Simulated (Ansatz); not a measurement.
## C: a changed input and its effect

System: C (2 atoms in the cell).
Method of the first run: DFT, PBE, dispersion d3bj, plane waves, PAW, spin-polarised (Ansatz 0.2.0).

The structure derives from an entry of the Crystallography Open Database. Text and figures count atoms from 1; the logs count them from 0 in places.

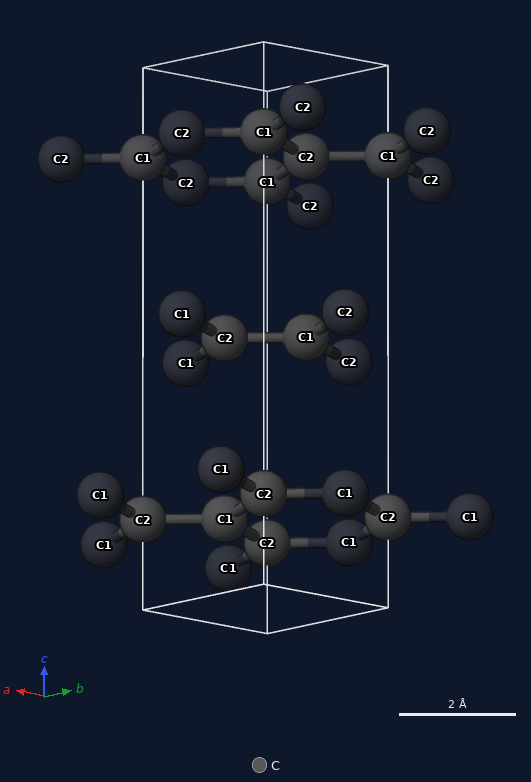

**Figure 1.** The input geometry (ball-and-stick view of the cell 3 times as large as that of the calculation, set on its symmetry axes, seen at an oblique angle; neighbours outside the cell are drawn fainter; atoms are numbered from 1 in the order of the input). Near neighbours in the crystal (not all of them lie inside the picture): C has 3 C at 1.42 Å.

Input, the first run:
```yaml
crystal:
  lattice:
    - [1.2280287114, 0.7090027071, 3.3470114498]
    - [-1.2280287114, 0.7090027071, 3.3470114498]
    - [0.0, -1.4180054142, 3.3470114498]
  atoms:
    - { symbol: C, position: [0.8334194958, 0.8334194958, 0.8334194958], spin: 3.0 }
    - { symbol: C, position: [0.1665805042, 0.1665805042, 0.1665805042], spin: 2.0 }
basis:
  ecutwfc: 420
kpoints:
  mp_grid: { grid: [12, 12, 12] }
hamiltonian:
  xc: pbe
  dispersion: d3bj
scf:
  occupations: { method: gaussian, width: 0.02 }
  algorithm: density_mixing
output:
  forces: true
  eigenvalues: true
  stress: true
magnetization:
  spin_polarized: true
```

Command:
```bash
ansatz run input.yaml --threads 1 --pin off --max-ram 2560MiB --backend cpu --events-out ev --progress --plain --runs-dir out
```

Hardware: 1 thread of Intel Xeon (Granite Rapids), 64 GiB of memory available, shared host.

Output, shortened to warnings, some set-up lines, iterations and results (the first run):
```
WARN: the starting moments were not kept: the SCF closed with an absolute magnetisation of 1.1e-6 μB, where they sum to 5 μB in size (2 sites). That is at most 0.1 of that sum. Measured as dr2_m measures the in/out step, that magnetisation stands 7.2e-13 eV from none, at or under the dr2_threshold of 1.0e-7 eV: it is no larger than a step whose dr2_m would equal this threshold. The system may …
Basis set: ecut = 420 eV, 329 PW (Γ), FFT grids on a1−a3, a2−a3, a3, exchange–correlation on 36×36×50 points (8 copies of the dense FFT grid, shifted against one another)
Symmetry: 6 space group operations
k-points: 189 of 1728 (time reversal used)
Initial density: superposition of atomic densities (chi_scale 0.1, normalization cell)
[...]
SCF iter   1: F=—  HF=-497.943508 eV  |F-HF|=—  |Δ(HF+E_count)|=         —  Δρ=2.31e-1 (↑1.66e-1 ↓2.31e-1)  dr2=2.75e0  dr2_m=5.76e0  M=0.344 μB ∫|m|=0.386 μB  β_m=0.30  …
SCF iter   2: F=—  HF=-499.725523 eV  |F-HF|=—  |Δ(HF+E_count)|=    1.78e0  Δρ=1.63e-1 (↑1.27e-1 ↓1.63e-1)  dr2=8.90e-1  dr2_m=3.17e0  M=0.149 μB ∫|m|=0.223 μB  β_m=0.30  …
SCF iter   3: F=—  HF=-500.788605 eV  |F-HF|=—  |Δ(HF+E_count)|=    1.06e0  Δρ=1.02e-1 (↑1.02e-1 ↓1.01e-1)  dr2=1.58e-2  dr2_m=1.63e0  M=0.069 μB ∫|m|=0.176 μB  β_m=0.30  …
SCF iter   4: F=—  HF=-501.478015 eV  |F-HF|=—  |Δ(HF+E_count)|=   6.89e-1  Δρ=7.29e-2 (↑7.29e-2 ↓7.22e-2)  dr2=3.84e-3  dr2_m=8.41e-1  M=0.028 μB ∫|m|=0.150 μB  β_m=0.30  …
SCF iter   5: F=—  HF=-501.823859 eV  |F-HF|=—  |Δ(HF+E_count)|=   3.46e-1  Δρ=5.08e-2 (↑5.08e-2 ↓5.08e-2)  dr2=4.19e-5  dr2_m=4.14e-1  M=0.028 μB ∫|m|=0.125 μB  β_m=0.30  …
[... 7 lines ...]
SCF iter  13: F=—  HF=-502.167469 eV  |F-HF|=—  |Δ(HF+E_count)|=   3.13e-7  Δρ=5.49e-5 (↑5.49e-5 ↓3.54e-5)  dr2=9.45e-7  dr2_m=9.27e-8  M=0.000 μB ∫|m|=0.001 μB  β_m=0.76  …
SCF iter  14: F=—  HF=-502.167469 eV  |F-HF|=—  |Δ(HF+E_count)|=   2.34e-9  Δρ=1.20e-5 (↑1.20e-5 ↓7.63e-6)  dr2=3.98e-8  dr2_m=5.58e-9  M=0.000 μB ∫|m|=0.000 μB  β_m=0.88  …
SCF iter  15: F=—  HF=-502.167469 eV  |F-HF|=—  |Δ(HF+E_count)|=   5.17e-9  Δρ=1.37e-6 (↑1.37e-6 ↓8.92e-7)  dr2=4.43e-10  dr2_m=9.70e-11  M=0.000 μB ∫|m|=0.000 μB  β_m=0.94  …
SCF iter  16: F=-502.167469 eV  HF=-502.167469 eV  |F-HF|=5.12e-13  |Δ(HF+E_count)|=  1.56e-10  Δρ=8.20e-8 (↑8.20e-8 ↓4.91e-8)  dr2=1.45e-12  dr2_m=3.36e-13  M=0.000 μB …
SCF 1 converged in 16 iterations: F = -502.167469 eV  dr2 = 1.45e-12
SCF converged after 16 iterations
Magnetization: 0.0000 μB (4.0000 up, 4.0000 down)
Absolute magnetization: 0.0000 μB (∫|ρ↑−ρ↓|, with the PAW one-centre terms)
Spin contamination: 0.0000 ħ² per cell (⟨S²⟩ above its minimum at these occupations)
Per-site moments (μB) at R_I (Å): [(2.457498596944776e-7, 0.5849276688380822), (-2.4061551946766906e-7, 0.5849276688380822)]
Free energy (F): -502.167469 eV
Harris-Foulkes:  -502.167469 eV  (|F-HF|=5.12e-13)
Internal energy: -502.167469 eV  (E = F + TS)
E sigma→0 (E₀):  -502.167469 eV
Fermi energy:    7.093716 eV
--- Per-component energies (eV) ---
  E_band       = -16.617718
  E_kinetic    = 182.542680
  E_local      = -305.753824  (includes V_loc(G=0)·N_el)
  E_nonlocal   = 54.773265
  E_hartree    = 92.326767
  E_xc         = -96.214923
  E_vxc        = -119.146096  (∫ρ·V_xc dr)
  E_paw        = -198.753822  (= ΣΔE_a)
  E_vpaw       = -13.687296  (= ΣTr[D̂ρ^β])
  E_aug_tail   = 0.000016  (compensation charges beyond the density's cutoff)
  E_ewald      = -230.773807
  E_disp       = -0.313821  (pairwise vdW)
  E_smearing   = -0.000000  (= −TS)
  E_closure    = -0.000000  (closes the sum)
  Σ components = -502.167469   (vs F -502.167469, Δ=0.00e0)
--- Forces (eV/Å), atoms counted from 1 ---
  atom   1  C     -0.00000000    -0.00000000    -0.00165518
  atom   2  C      0.00000000     0.00000000     0.00165515
  max |Σ_I F_I| component: 2.58e-8 eV/Å
--- Stress (GPa, compression-positive) ---
        4.914622      -0.000000      -0.000000
       -0.000000       4.914622       0.000000
       -0.000000       0.000000       0.008310
  P = ⅓ Tr σ = 3.2792 GPa (32.792 kbar)
```

For the second run the input was changed thus:
```diff
-    - [1.2280287114, 0.7090027071, 3.3470114498]
-    - [-1.2280287114, 0.7090027071, 3.3470114498]
-    - [0.0, -1.4180054142, 3.3470114498]
+    - [1.2346121954, 0.7128036834, 3.6709613201]
+    - [-1.2346121954, 0.7128036834, 3.6709613201]
+    - [0.0, -1.4256073668, 3.6709613201]
-    - { symbol: C, position: [0.8334194958, 0.8334194958, 0.8334194958], spin: 3.0 }
-    - { symbol: C, position: [0.1665805042, 0.1665805042, 0.1665805042], spin: 2.0 }
+    - { symbol: C, position: [0.8333725149, 0.8333725149, 0.8333725149], spin: 1.0 }
+    - { symbol: C, position: [0.1666274851, 0.1666274851, 0.1666274851], spin: 2.0 }
-  algorithm: density_mixing
```

Predict how the results change.

With the same functional and potentials, the second run lies 5.1 meV per atom higher. The gap on the mesh goes from 0.66 to 0.38 eV. The pressure goes from 3.28 to −1.79 GPa. The volume per atom goes from 8.74 to 9.69 Å³. The SCF takes 15 iterations against 16. The plane waves at Γ go from 329 to 367. On the same kind of shared host the second run took about 1.5 times as long.

Output, shortened to warnings, some set-up lines, iterations and results (the second run):
```
WARN: the starting moments were not kept: the SCF closed with an absolute magnetisation of 1.6e-6 μB, where they sum to 3 μB in size (2 sites). That is at most 0.1 of that sum. Measured as dr2_m measures the in/out step, that magnetisation stands 1.4e-12 eV from none, at or under the dr2_threshold of 1.0e-7 eV: it is no larger than a step whose dr2_m would equal this threshold. The system may …
Basis set: ecut = 420 eV, 367 PW (Γ), FFT grids on a1−a3, a2−a3, a3, exchange–correlation on 36×36×54 points (8 copies of the dense FFT grid, shifted against one another)
Symmetry: 6 space group operations
k-points: 189 of 1728 (time reversal used)
Initial density: superposition of atomic densities (chi_scale 0.1, normalization cell)
[...]
SCF iter   1: F=—  HF=-501.304211 eV  |F-HF|=—  |Δ(HF+E_count)|=         —  Δρ=1.53e-1 (↑9.84e-2 ↓1.53e-1)  dr2=2.63e0  dr2_m=2.27e0  M=0.059 μB ∫|m|=0.256 μB  β_m=0.30  …
SCF iter   2: F=—  HF=-501.881872 eV  |F-HF|=—  |Δ(HF+E_count)|=   5.78e-1  Δρ=1.10e-1 (↑6.86e-2 ↓1.10e-1)  dr2=1.59e0  dr2_m=1.12e0  M=0.028 μB ∫|m|=0.215 μB  β_m=0.30  …
SCF iter   3: F=—  HF=-501.673768 eV  |F-HF|=—  |Δ(HF+E_count)|=   2.08e-1  Δρ=5.61e-2 (↑5.61e-2 ↓5.52e-2)  dr2=4.81e-2  dr2_m=5.36e-1  M=0.028 μB ∫|m|=0.176 μB  β_m=0.30  …
SCF iter   4: F=—  HF=-501.920717 eV  |F-HF|=—  |Δ(HF+E_count)|=   2.47e-1  Δρ=3.93e-2 (↑3.88e-2 ↓3.93e-2)  dr2=1.47e-2  dr2_m=2.67e-1  M=0.028 μB ∫|m|=0.147 μB  β_m=0.30  …
SCF iter   5: F=—  HF=-502.042542 eV  |F-HF|=—  |Δ(HF+E_count)|=   1.22e-1  Δρ=2.77e-2 (↑2.71e-2 ↓2.77e-2)  dr2=7.03e-4  dr2_m=1.33e-1  M=0.028 μB ∫|m|=0.123 μB  β_m=0.30  …
[... 6 lines ...]
SCF iter  12: F=—  HF=-502.157329 eV  |F-HF|=—  |Δ(HF+E_count)|=   9.94e-5  Δρ=1.20e-4 (↑1.04e-4 ↓1.20e-4)  dr2=4.64e-7  dr2_m=2.15e-6  M=0.000 μB ∫|m|=0.004 μB  β_m=0.87  …
SCF iter  13: F=—  HF=-502.157335 eV  |F-HF|=—  |Δ(HF+E_count)|=   5.98e-6  Δρ=2.50e-5 (↑2.02e-5 ↓2.50e-5)  dr2=1.51e-8  dr2_m=8.85e-8  M=0.000 μB ∫|m|=0.001 μB  β_m=0.94  …
SCF iter  14: F=—  HF=-502.157335 eV  |F-HF|=—  |Δ(HF+E_count)|=   2.89e-7  Δρ=9.57e-7 (↑9.57e-7 ↓9.30e-7)  dr2=5.50e-11  dr2_m=1.44e-10  M=0.000 μB ∫|m|=0.000 μB  β_m=0.97  …
SCF iter  15: F=-502.157335 eV  HF=-502.157335 eV  |F-HF|=1.88e-12  |Δ(HF+E_count)|=  3.94e-10  Δρ=1.18e-7 (↑1.18e-7 ↓1.16e-7)  dr2=5.41e-12  dr2_m=1.70e-12  M=0.000 μB …
SCF 1 converged in 15 iterations: F = -502.157335 eV  dr2 = 5.41e-12
WARN: the starting moments were not kept: the SCF closed with an absolute magnetisation of 1.6e-6 μB, where they sum to 3 μB in size (2 sites). That is at most 0.1 of that sum. Measured as dr2_m measures the in/out step, that magnetisation stands 1.4e-12 eV from none, at or under the dr2_threshold …
SCF converged after 15 iterations
Magnetization: 0.0000 μB (4.0000 up, 4.0000 down)
Absolute magnetization: 0.0000 μB (∫|ρ↑−ρ↓|, with the PAW one-centre terms)
Spin contamination: 0.0000 ħ² per cell (⟨S²⟩ above its minimum at these occupations)
Per-site moments (μB) at R_I (Å): [(-3.1125403478030545e-7, 0.5880631465386816), (4.365937115237954e-7, 0.5880631465386816)]
Free energy (F): -502.157335 eV
Harris-Foulkes:  -502.157335 eV  (|F-HF|=1.88e-12)
Internal energy: -502.157335 eV  (E = F + TS)
E sigma→0 (E₀):  -502.157335 eV
Fermi energy:    5.995626 eV
--- Per-component energies (eV) ---
  E_band       = -25.029256
  E_kinetic    = 181.461697
  E_local      = -354.749025  (includes V_loc(G=0)·N_el)
  E_nonlocal   = 54.526895
  E_hartree    = 113.012241
  E_xc         = -95.899982
  E_vxc        = -118.722329  (∫ρ·V_xc dr)
  E_paw        = -198.658465  (= ΣΔE_a)
  E_vpaw       = -13.570997  (= ΣTr[D̂ρ^β])
[...]
```

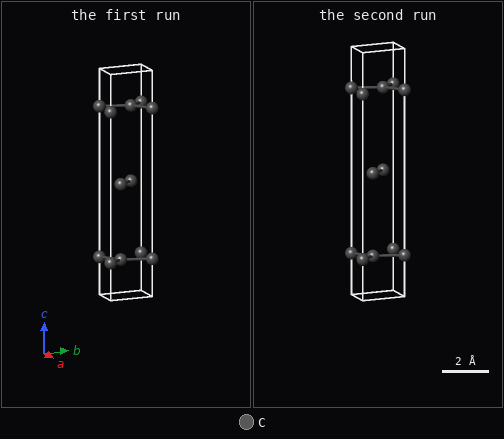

**Figure 2.** The two input geometries at one scale (ball-and-stick view of the cell 3 times as large as that of the calculation, set on its symmetry axes, seen slightly off an axis). The atoms keep their places relative to the cell (all moves are under 0.005 Å). The volume changes by +10.9 %, with a = b 2.456 → 2.469 Å (+0.5 %), c 10.041 → 11.013 Å (+9.7 %). Among the contacts that change: C–C 1.418 → 1.426 Å.

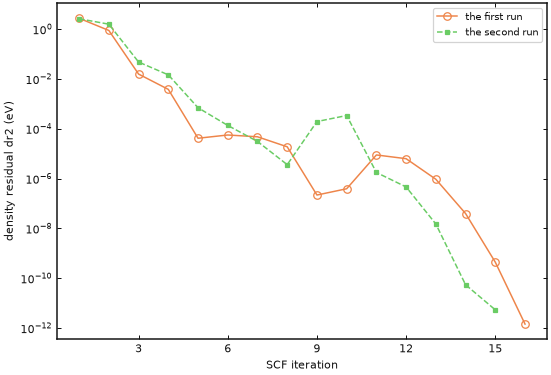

**Figure 3.** Convergence of the two runs: density residual dr2 against the SCF iteration. The first run takes 16 iterations in all, and the second run takes 15.

The two runs side by side:

| quantity | the first run | the second run |
| --- | --- | --- |
| outcome | converged | converged |
| free energy per atom (eV) | −251.0837 | −251.0787 |
| gap on the mesh (eV) | 0.66 | 0.38 |
| net moment of the cell (μB) | 0.00 | 0.00 |
| absolute moment of the cell (μB) | 0.00 | 0.00 |
| pressure (GPa) | 3.28 | −1.79 |
| volume per atom (Å³) | 8.74 | 9.69 |
| largest force (eV/Å) | 0.002 | 0.001 |
| SCF iterations | 16 | 15 |
| irreducible k-points | 189 | 189 |
| plane waves at Γ | 329 | 367 |
| wall time (shared host) | 7.4 s | 11 s |

For both runs: Warnings: some starting moments were not kept.
